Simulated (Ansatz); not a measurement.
# Energy of TaSi2 along a shift of atoms along one path

System: TaSi2 (9 atoms in the cell).
Method: DFT PBE, scalar-relativistic, plane waves, PAW, no spin polarisation (Ansatz 0.2.0).

The 8 runs differ only in the geometry, by a shift of atoms along one path in a fixed cell. The shift s is measured from run 5: Ta2 moves along the Cartesian direction (0.00, 1.00, 0.00), and Ta1 and Ta3 with it in fixed proportion. The structure derives from an entry of the Crystallography Open Database.

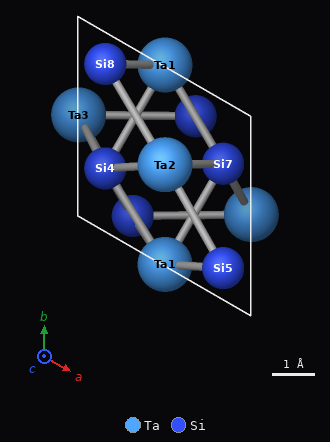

Figure 1. The structure of run 5 (ball-and-stick view of the cell of the calculation, along the c axis; atoms are numbered from 1 in the order of the input).

### Input of run 5
```yaml
crystal:
  lattice:
    - [4.8051009126, 0.0, 0.0]
    - [-2.4025504563, 4.161339458, 0.0]
    - [0.0, 0.0, 6.5988658829]
  atoms:
    - { symbol: Ta, position: [0.5045057608, 0.0090115215, 0.5] }
    - { symbol: Ta, position: [0.5045057608, 0.5090115215, 0.8333333333] }
    - { symbol: Ta, position: [0.0045057608, 0.5090115215, 0.1666666667] }
    - { symbol: Si, position: [0.1589199925, 0.317839985, 0.5] }
    - { symbol: Si, position: [0.8410800075, 0.1589199925, 0.8333333333] }
    - { symbol: Si, position: [0.682160015, 0.8410800075, 0.1666666667] }
    - { symbol: Si, position: [0.8410800075, 0.682160015, 0.5] }
    - { symbol: Si, position: [0.1589199925, 0.8410800075, 0.8333333333] }
    - { symbol: Si, position: [0.317839985, 0.1589199925, 0.1666666667] }
basis:
  ecutwfc: 420
kpoints:
  mp_grid: { grid: [9, 9, 6] }
hamiltonian:
  xc: pbe
scf:
  occupations: { method: gaussian, width: 0.15 }
output:
  forces: true
  stress: true
  eigenvalues: true
```

Lattice vectors (Å) and fractional positions of run 5:
```
   4.805101    0.000000    0.000000
  -2.402550    4.161339    0.000000
   0.000000    0.000000    6.598866
Ta  0.504506  0.009012  0.500000
Ta  0.504506  0.509012  0.833333
Ta  0.004506  0.509012  0.166667
Si  0.158920  0.317840  0.500000
Si  0.841080  0.158920  0.833333
Si  0.682160  0.841080  0.166667
Si  0.841080  0.682160  0.500000
Si  0.158920  0.841080  0.833333
Si  0.317840  0.158920  0.166667
```

Run 2 differs from it as follows:
```diff
-    - { symbol: Ta, position: [0.5045057608, 0.0090115215, 0.5] }
-    - { symbol: Ta, position: [0.5045057608, 0.5090115215, 0.8333333333] }
-    - { symbol: Ta, position: [0.0045057608, 0.5090115215, 0.1666666667] }
+    - { symbol: Ta, position: [0.493992319, -0.012015362, 0.5] }
+    - { symbol: Ta, position: [0.493992319, 0.487984638, 0.8333333333] }
+    - { symbol: Ta, position: [-0.006007681, 0.487984638, 0.1666666667] }
```

### Results, with one run withheld

| run | shift s of Ta2 (Å) | free energy per atom, from the lowest run given (meV) | pressure (GPa) | force along the path (eV/Å) |
| --- | --- | --- | --- | --- |
| 1 | −0.1375 | 18.43 | 0.64 | 3.380 |
| 2 | −0.0875 | ? | ? | ? |
| 3 | −0.0250 | 0.00 | 0.03 | −0.420 |
| 4 | −0.0125 | 0.87 | 0.06 | −0.840 |
| 5 | 0.0000 | 2.33 | 0.11 | −1.261 |
| 6 | 0.0250 | 7.01 | 0.26 | −2.104 |
| 7 | 0.0375 | 10.22 | 0.37 | −2.528 |
| 8 | 0.0500 | 14.03 | 0.49 | −2.953 |

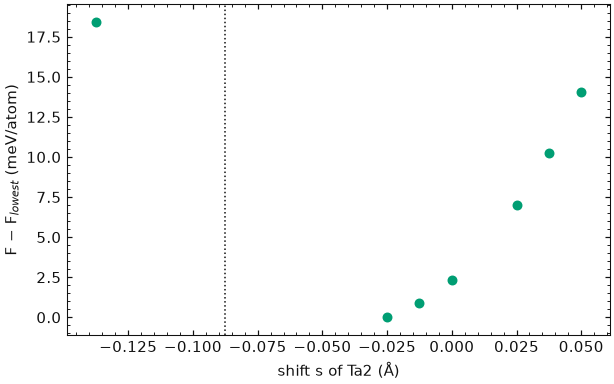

Figure 2. Free energy per atom of the runs given; the dotted line marks run 2.

Estimate the energy of run 2 from the others.

A cubic polynomial in the coordinate, fitted to the 7 runs given, misses them by under 0.01 meV per atom. With x = s + 0.0089, it reads F = 1.2318 + 106.75 x + 1874.3 x² + 33.23 x³ (meV per atom). At run 2 it gives 4.40 meV per atom, and the run itself gives 4.38. The slope of the fit gives a force −dF/ds of 1.685 eV/Å along the path (summed over the atoms that move), and the printed forces give 1.682 eV/Å. The fit has its minimum at s = −0.0374 Å.

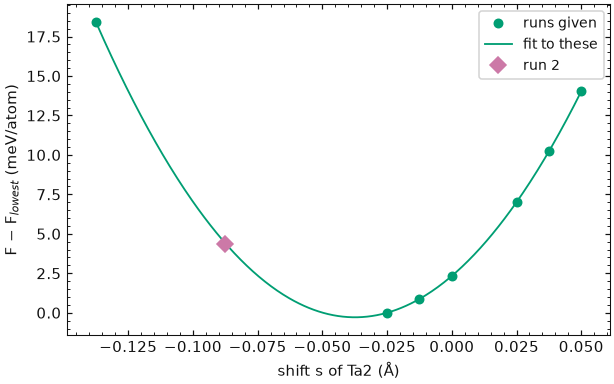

Figure 3. The fit and the withheld run.

### Output, shortened to warnings, some set-up lines, iterations and results (run 2)
```
Basis set: ecut = 420 eV, 2543 PW (Γ), exchange–correlation on 72×72×90 points (8 copies of the dense FFT grid, shifted against one another)
Symmetry: 2 space group operations
k-points: 140 of 486 (time reversal used)
Initial density: superposition of atomic densities (neutral atoms: chi_scale 0, normalization atom), corrected by the library's trained network
[...]
SCF iter   1: F=—  HF=-33615.890860 eV  |F-HF|=—  |Δ(HF+E_count)|=         —  Δρ=3.92e-3  dr2=1.31e-2  ethr=1.77e-3  ⟨swp⟩=6.8  Hψ=26354  notcnv=0
SCF iter   2: F=—  HF=-33615.891910 eV  |F-HF|=—  |Δ(HF+E_count)|=   1.05e-3  Δρ=2.19e-3  dr2=3.20e-3  ethr=2.08e-5  ⟨swp⟩=2.1  Hψ=8181  notcnv=0
SCF iter   3: F=—  HF=-33615.892827 eV  |F-HF|=—  |Δ(HF+E_count)|=   9.17e-4  Δρ=5.02e-4  dr2=2.92e-4  ethr=5.08e-6  ⟨swp⟩=1.9  Hψ=7556  notcnv=0
SCF iter   4: F=—  HF=-33615.892814 eV  |F-HF|=—  |Δ(HF+E_count)|=   1.30e-5  Δρ=9.26e-5  dr2=1.25e-5  ethr=4.64e-7  ⟨swp⟩=2.7  Hψ=7902  notcnv=0
SCF iter   5: F=—  HF=-33615.892781 eV  |F-HF|=—  |Δ(HF+E_count)|=   3.31e-5  Δρ=1.40e-5  dr2=2.44e-7  ethr=1.99e-8  ⟨swp⟩=2.1  Hψ=7946  notcnv=0
SCF iter   6: F=-33615.892781 eV  HF=-33615.892781 eV  |F-HF|=6.29e-9  |Δ(HF+E_count)|=   5.30e-9  Δρ=2.54e-6  dr2=1.15e-8  ethr=1.59e-10  ⟨swp⟩=9.5  Hψ=24578  notcnv=0
SCF 1 converged in 6 iterations: F = -33615.892781 eV  dr2 = 1.15e-8
SCF converged after 6 iterations
Free energy (F): -33615.892781 eV
Harris-Foulkes:  -33615.892781 eV  (|F-HF|=6.29e-9)
Internal energy: -33615.846662 eV  (E = F + TS)
E sigma→0 (E₀):  -33615.869722 eV
Entropy (-TS):   -0.046119 eV (-5.124 meV/atom)
Fermi energy:    14.978388 eV
--- Per-component energies (eV) ---
  E_band       = -269.216925
  E_kinetic    = 1359.215022
  E_local      = -2360.623251  (includes V_loc(G=0)·N_el)
  E_nonlocal   = 195.625123
  E_hartree    = 899.899299
  E_xc         = -997.224480
  E_vxc        = -907.235625  (∫ρ·V_xc dr)
  E_paw        = -28267.297925  (= ΣΔE_a)
  E_vpaw       = -355.999936  (= ΣTr[D̂ρ^β])
  E_aug_tail   = 0.000508  (compensation charges beyond the density's cutoff)
  E_ewald      = -4445.440958
  E_smearing   = -0.046119  (= −TS)
  E_closure    = -0.000000  (closes the sum)
  Σ components = -33615.892781   (vs F -33615.892781, Δ=0.00e0)
--- Forces (eV/Å), atoms counted from 1 ---
  atom   1  Ta     0.00000000     0.46529880    -0.00000000
  atom   2  Ta     0.08270021     0.60838296    -0.00646700
  atom   3  Ta    -0.08270021     0.60838296     0.00646700
  atom   4  Si    -0.00000000    -0.21777137     0.00000000
  atom   5  Si    -0.06173601    -0.29146128    -0.18213740
  atom   6  Si     0.04194492    -0.32939562    -0.16868479
  atom   7  Si     0.00000000    -0.22258039    -0.00000000
  atom   8  Si    -0.04194492    -0.32939562     0.16868479
  atom   9  Si     0.06173601    -0.29146128     0.18213740
  max |Σ_I F_I| component: 8.54e-7 eV/Å
--- Stress (GPa, compression-positive) ---
        0.091543      -0.000000      -0.050274
       -0.000000       0.277959       0.000000
       -0.050274       0.000000       0.153743
  P = ⅓ Tr σ = 0.1744 GPa (1.744 kbar)
```

Notes: Spin–orbit coupling is left out, which matters for Ta.
